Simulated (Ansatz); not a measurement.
```
Si O
1.0
     2.59674    0.00000    0.00000
    -1.29837    2.24884    0.00000
     0.00000    0.00000    9.72750
Si O
2 4
Direct
  0.66667 0.33333 0.24997
  0.33333 0.66667 0.75003
  0.33333 0.66667 0.35995
  0.66667 0.33333 0.86001
  0.33333 0.66667 0.13999
  0.66667 0.33333 0.64005
```

Space group P6₃/mmc; a structure from a database of computed crystals, not necessarily the ambient phase; started from the MoS2-164 prototype, which need not be the ambient phase.

The calculation used DFT, r2SCAN+rVV10, plane waves, PAW in Ansatz 0.2.0.

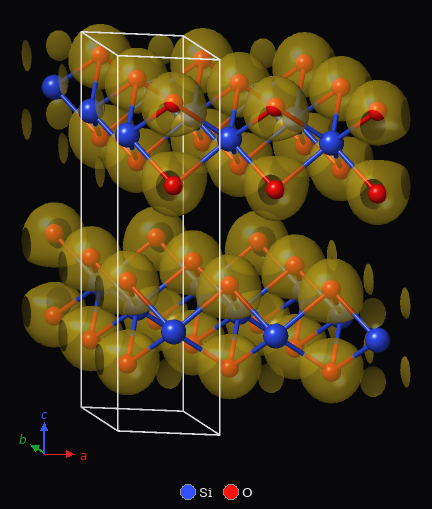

SiO2. Isosurface of the valence electron density at 0.8 e/Å³ (yellow), seen slightly off an axis. Sticks mark near contacts.

The density is the valence pseudo-density of a PAW calculation; it isn't the true density close to the nuclei.

Question: How is the density connected at this value?

Answer: At this value the density breaks into separate islands; it holds about 65 % of the electrons treated as valence. It bridges none of the near contacts. It is pinched off along the sampled Si–O (1.84 Å) contacts. On the grid the lowest density along these lines, outside the cores, is 0.61 e/Å³ (Si–O, 1.84 Å).
